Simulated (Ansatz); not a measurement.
SiO2: field-gradient calculation (part 1 of 2)

System: SiO2 (I4/mmm, 24 atoms in the cell).
Method: DFT, PBE, plane-wave PAW, default files, scalar-relativistic, frozen cores not responding, no spin polarisation (Ansatz 0.2.0).

The structure derives from a Materials Project entry. It belongs to a series of runs on one base structure; here: cores kept from responding. Figures and captions count atoms from 1; the log counts them from 0 in places.

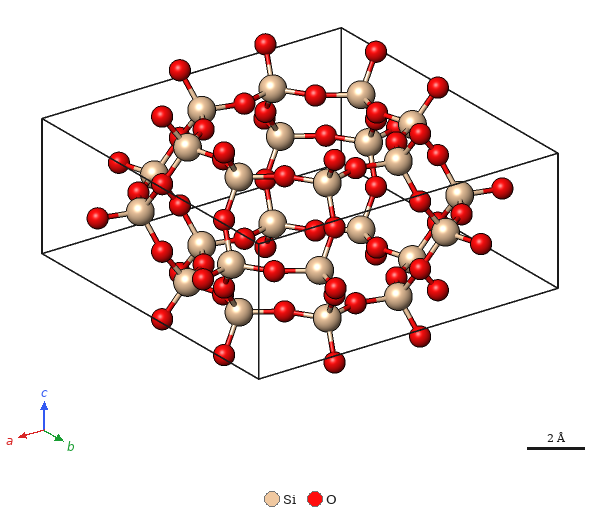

Figure 1. The input geometry (ball-and-stick view of the cell 2 times as large as that of the calculation, set on its symmetry axes, seen at an oblique angle; bonded neighbours outside the cell are drawn too).

## Input file
```yaml
crystal:
  lattice:
    - [-6.51702593, 6.51702593, 2.624035535]
    - [6.51702593, -6.51702593, 2.624035535]
    - [6.51702593, 6.51702593, -2.624035535]
  atoms:
    - { symbol: Si, position: [0.21021096, 0.38130185, 0.59151281] }
    - { symbol: Si, position: [0.38130185, 0.78978904, 0.17109089] }
    - { symbol: Si, position: [0.61869815, 0.21021096, 0.82890911] }
    - { symbol: Si, position: [0.78978904, 0.38130185, 0.17109089] }
    - { symbol: Si, position: [0.21021096, 0.61869815, 0.82890911] }
    - { symbol: Si, position: [0.78978904, 0.61869815, 0.40848719] }
    - { symbol: Si, position: [0.38130185, 0.21021096, 0.59151281] }
    - { symbol: Si, position: [0.61869815, 0.78978904, 0.40848719] }
    - { symbol: O, position: [0.89285334, 0.10714666, 0.5] }
    - { symbol: O, position: [0.10714666, 0.60714666, 0.21429332] }
    - { symbol: O, position: [0.39285334, 0.89285334, 0.78570668] }
    - { symbol: O, position: [0.60714666, 0.39285334, 0.5] }
    - { symbol: O, position: [0.10714666, 0.89285334, 0.5] }
    - { symbol: O, position: [0.89285334, 0.39285334, 0.78570668] }
    - { symbol: O, position: [0.60714666, 0.10714666, 0.21429332] }
    - { symbol: O, position: [0.39285334, 0.60714666, 0.5] }
    - { symbol: O, position: [0.24303649, 0.5, 0.74303649] }
    - { symbol: O, position: [0.5, 0.75696351, 0.25696351] }
    - { symbol: O, position: [0.5, 0.24303649, 0.74303649] }
    - { symbol: O, position: [0.75696351, 0.5, 0.25696351] }
    - { symbol: O, position: [0.31326444, 0.31326444, 0.62652888] }
    - { symbol: O, position: [0.31326444, 0.68673556, 0.0] }
    - { symbol: O, position: [0.68673556, 0.31326444, 0.0] }
    - { symbol: O, position: [0.68673556, 0.68673556, 0.37347112] }
kpoints:
  mp_grid: { grid: [5, 5, 5] }
scf:
  occupations: { method: fermi_dirac, width: 0.02 }
hamiltonian:
  xc: pbe
  pseudopotentials: { kind: paw, frozen_core: stored }
output:
  forces: true
  stress: true
  populations: true
  efg: { quadrupole_moments_barn: { O: -0.02558 }, contact_densities: true }
  write_density: true
  write_potential: true
  elf: true
  volumetric_format: npy
```

Run on 1 thread of Intel Xeon (Granite Rapids), 64 GiB of memory available, shared host.

Launch command:
```bash
ansatz run input.yaml --threads 1 --pin off --max-ram 2560MiB --backend cpu --events-out ev --progress --plain --runs-dir out
```

## Output
```
Engine: ansatz 0.2.0, x86_64-unknown-linux-gnu
Pseudopotentials: kind: paw
Pseudopotential: Si, paw, valence charge 4, recommended cutoff 420 eV (normal), Si.paw.azcp
Pseudopotential: O, paw, valence charge 6, recommended cutoff 420 eV (normal), O.paw.azcp
Functional definition: PBE
  parameter kappa = 0.804
  parameter beta = 0.06672455060314922
  exchange = pbe_x(kappa = kappa, mu = beta*pi^2/3)
  correlation = pbe_c(beta = beta)
Crystal: 24 atoms, lattice volume = 445.788 Å³
Basis set: ecut = 420 eV, 8669 PW (Γ), exchange–correlation on 144×144×144 points (8 copies of the dense FFT grid, shifted against one another)
Bands: 88, of which v1, the nominal top of the filled ones, is band 64 counted from 1 (63 counted from 0)
Symmetry: 16 space group operations
Space group: I4/mmm (ITA 139), of the structure as read, at distance tolerance 7.6e-5 Å
k-points: 18 of 125
Non-local potential: Si, projectors of the file, l = 0: 2, l = 1: 2, l = 2: 2
Non-local potential: O, projectors of the file, l = 0: 2, l = 1: 2, l = 2: 1
PAW form: soft (Blöchl's): semilocal exchange-correlation on the pseudo side does not see the compensation charge
PAW one-centre angular grid: Si, 110 points (default); XC on 64 Gauss nodes
PAW one-centre angular grid: O, 110 points (default); XC on 64 Gauss nodes
Initial density: superposition of atomic densities (neutral atoms: chi_scale 0, normalization atom), corrected by the library's trained network
Initial wavefunctions: pseudopotential atomic-orbital guess
Functional: x = pbe(κ = 0.804, μ = 0.2195149727645171), c = pbe(β = 0.06672455060314922)
SCF iter   1: F=—  HF=-14192.479069 eV  |F-HF|=—  |Δ(HF+E_count)|=         —  Δρ=1.62e-3  dr2=9.21e-3  ethr=1.77e-3  ⟨swp⟩=7.6  Hψ=8245  notcnv=0  defer=86
preconditioner: auto → Resta (q_TF=auto, 2.216 Å⁻¹)  ε∞=2.5  [insulator: Δε(μ)=5.576 eV  Ē_g=16.488 eV  σ=0.020 eV  W_gap=1.00  n_scr=84 (ndim 8)  ℏωp=19.9 eV  f_vac=0.376  D(μ)=0.00/eV (n_scr^D=0)  ε∞_Penn≈2.5  vacuum switching on, ρ_ref=2.0e-2 e/Å³]
SCF iter   2: F=—  HF=-14192.481403 eV  |F-HF|=—  |Δ(HF+E_count)|=   2.33e-3  Δρ=6.31e-4  dr2=1.12e-3  ethr=7.19e-6  ⟨swp⟩=3.0  Hψ=2937  notcnv=0  defer=334
SCF iter   3: F=—  HF=-14192.483494 eV  |F-HF|=—  |Δ(HF+E_count)|=   2.09e-3  Δρ=2.48e-4  dr2=2.35e-4  ethr=8.79e-7  ⟨swp⟩=3.0  Hψ=2276  notcnv=0  defer=334
SCF iter   4: F=—  HF=-14192.483961 eV  |F-HF|=—  |Δ(HF+E_count)|=   4.67e-4  Δρ=6.19e-5  dr2=1.47e-5  ethr=1.84e-7  ⟨swp⟩=3.1  Hψ=2263  notcnv=0  defer=334
SCF iter   5: F=—  HF=-14192.484576 eV  |F-HF|=—  |Δ(HF+E_count)|=   6.15e-4  Δρ=2.81e-5  dr2=2.32e-6  ethr=1.15e-8  ⟨swp⟩=2.0  Hψ=2659  notcnv=0  defer=334
SCF iter   6: F=-14192.484576 eV  HF=-14192.484576 eV  |F-HF|=9.58e-8  |Δ(HF+E_count)|=   2.76e-7  Δρ=5.64e-6  dr2=9.64e-8  ethr=7.81e-11  ⟨swp⟩=18.6  Hψ=15815  notcnv=0
SCF 1 converged in 6 iterations: F = -14192.484576 eV  dr2 = 9.64e-8
  greatest PAW one-centre occupation: 0.862 electrons in one spin orbital (limit 2), on the O atom at site 18 (counted from 0), in its partial waves of l = 0
WARN: The output density's exchange-correlation potential varies sharply where the density is thin. Do not read a vacuum level from v_tot or v_xc, or from such a field of the output density. On a cell that repeats whose density bears no net charge and no dipole along the vacuum's axis use v_es (v_loc + v_h of the components); under efield.dipole_correction with no amplitude use v_es + v_field, which holds any external_charges[].barrier, or the levels of the report's work_function block, which leave it out; under a non-zero efield.amplitude the vacuum is tilted and has no level; on a cell that repeats and bears such a dipole with no correction it is tilted too, and efield.dipole_correction with no amplitude gives each side of its ramp a level where efield: is served; in a cell that repeats whose density bears a net charge (total_charge, or a fill off its count) it is curved and has none; of a slab under crystal.periodic whose density bears no net charge use v_es, which has a level on each side, short of where the two are joined; of another it falls or rises all the way out and has none; of a slab beside external_charges read slab_vacuum_level instead, which it has where they leave it neutral. The grid or the basis barely resolves most such structure, and the values can differ between equally converged runs; as a rule a tighter scf.convergence.dr2_threshold does not remove it. Where the density itself ripples (under the LDA too) a higher basis.ecutwfc lessens it. The files hold the spikes' plane waves up to the density's cutoff. Files: v_tot_of_output_density and the like, and their columns of v_z.tsv (output.write_potential); v_xc_of_output_density and the like, and their columns of v_comp_z.tsv (output.write_potential_components). Measured: with its Gaussian average of σ = 0.25 Å subtracted twice, the exchange-correlation potential is over 0.1 eV at 4056 of the grid points where the equally averaged density (valence and model cores) is under 1e-3 e/Å³, and 1.51 eV at the most among them, at an averaged density of 1.4e-4 e/Å³. The input density's (outcome.potential() and, of a run that writes arrays, v_tot and v_xc) is over 0.1 eV, so measured, at 4238 points of its own thin density, 1.81 eV at the most. See output.write_potential in the manual, Limitations
SCF converged after 6 iterations
Free energy (F): -14192.484576 eV
Harris-Foulkes:  -14192.484576 eV  (|F-HF|=9.58e-8)
Internal energy: -14192.484576 eV  (E = F + TS)
E sigma→0 (E₀):  -14192.484576 eV
Fermi energy:    2.232919 eV
--- Per-component energies (eV) ---
  E_band       = -971.234627
  E_kinetic    = 3225.529470
  E_local      = -12915.237954  (includes V_loc(G=0)·N_el)
  E_nonlocal   = 962.890676
  E_hartree    = 5133.628543
  E_xc         = -1634.161276
  E_vxc        = -1896.743019  (∫ρ·V_xc dr)
  E_paw        = -6652.013717  (= ΣΔE_a)
  E_vpaw       = -614.990027  (= ΣTr[D̂ρ^β])
  E_aug_tail   = 0.041816  (compensation charges beyond the density's cutoff)
  E_ewald      = -2313.162135
  E_smearing   = -0.000000  (= −TS)
  E_closure    = 0.000000  (closes the sum)
  Σ components = -14192.484576   (vs F -14192.484576, Δ=0.00e0)
--- Forces (eV/Å), atoms counted from 1 ---
  atom   1  Si    -0.06977840    -0.00262616     0.00000000
  atom   2  Si     0.00262616    -0.06977840    -0.00000000
  atom   3  Si    -0.00262616     0.06977840    -0.00000000
  atom   4  Si    -0.06977840     0.00262616     0.00000000
  atom   5  Si     0.06977840    -0.00262616     0.00000000
  atom   6  Si     0.06977840     0.00262616     0.00000000
  atom   7  Si    -0.00262616    -0.06977840    -0.00000000
  atom   8  Si     0.00262616     0.06977840     0.00000000
  atom   9  O      0.18803780    -0.18803780    -0.00000000
  atom  10  O      0.18803780     0.18803780    -0.00000000
  atom  11  O     -0.18803780    -0.18803780    -0.00000000
  atom  12  O     -0.18803780     0.18803780    -0.00000000
  atom  13  O     -0.18803780     0.18803780    -0.00000000
  atom  14  O     -0.18803780    -0.18803780    -0.00000000
  atom  15  O      0.18803780     0.18803780    -0.00000000
  atom  16  O      0.18803780    -0.18803780     0.00000000
  atom  17  O     -0.00000000     0.28962309     0.00000000
  atom  18  O     -0.28962309     0.00000000    -0.00000000
  atom  19  O      0.28962309     0.00000000     0.00000000
  atom  20  O     -0.00000000    -0.28962309    -0.00000000
  atom  21  O      0.18567482     0.18567482     0.00000000
  atom  22  O     -0.18567482     0.18567482     0.00000000
  atom  23  O      0.18567482    -0.18567482     0.00000000
  atom  24  O     -0.18567482    -0.18567482     0.00000000
  max |Σ_I F_I| component: 1.67e-16 eV/Å
--- Stress (GPa, compression-positive) ---
        3.522995       0.000000       0.000000
        0.000000       3.522995       0.000000
        0.000000       0.000000       3.412069
  P = ⅓ Tr σ = 3.4860 GPa (34.860 kbar)
```
